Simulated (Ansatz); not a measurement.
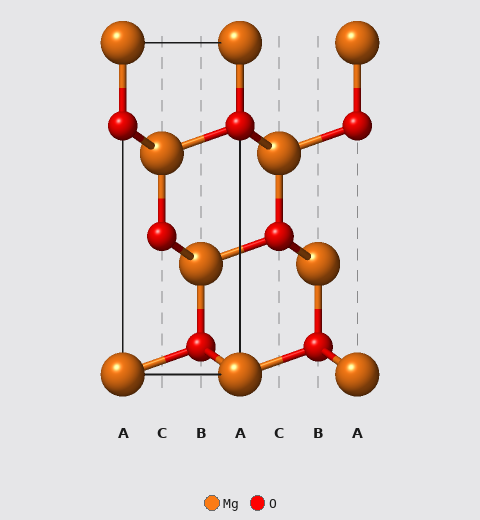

The picture looks along a close-packed row of the hexagonal mesh; [111] points upwards. The dashed lines mark the three columns A (0, 0), B (1/3, 2/3) and C (2/3, 1/3). The box is the hexagonal cell of the face-centred cubic lattice. The sequence starts with the first layer at or above the cell's origin.

The compound is MgO, taken as the end point of a relaxation with DFT, PBE, plane waves, PAW in Ansatz 0.2.0; the starting structure was generated, so it need not be a known form of this composition.

**Give the sequence of layers in one repeat, with element and column.**

Mg(A) – O(B) – Mg(B) – O(C) – Mg(C) – O(A) (six layers in 7.99 Å).

**How are the O layers alone stacked?**

O layers alone: BCA, the cubic close-packed type.

**Which positions between or in the O layers do the other atoms fill?**

Mg: three tetrahedral sites in each hexagonal cell.

**What short polytype symbol fits?**

Polytype symbol 3C, the symbol of a tetrahedral polytype (number of double layers in the repeat and lattice).

Heights of the layers:

| layer | atoms (column) | height (Å) | to next (Å) |
| --- | --- | --- | --- |
| 1 | Mg(A) | 0.00 | 0.67 |
| 2 | O(B) | 0.67 | 2.00 |
| 3 | Mg(B) | 2.66 | 0.67 |
| 4 | O(C) | 3.33 | 2.00 |
| 5 | Mg(C) | 5.33 | 0.67 |
| 6 | O(A) | 5.99 | 2.00 |
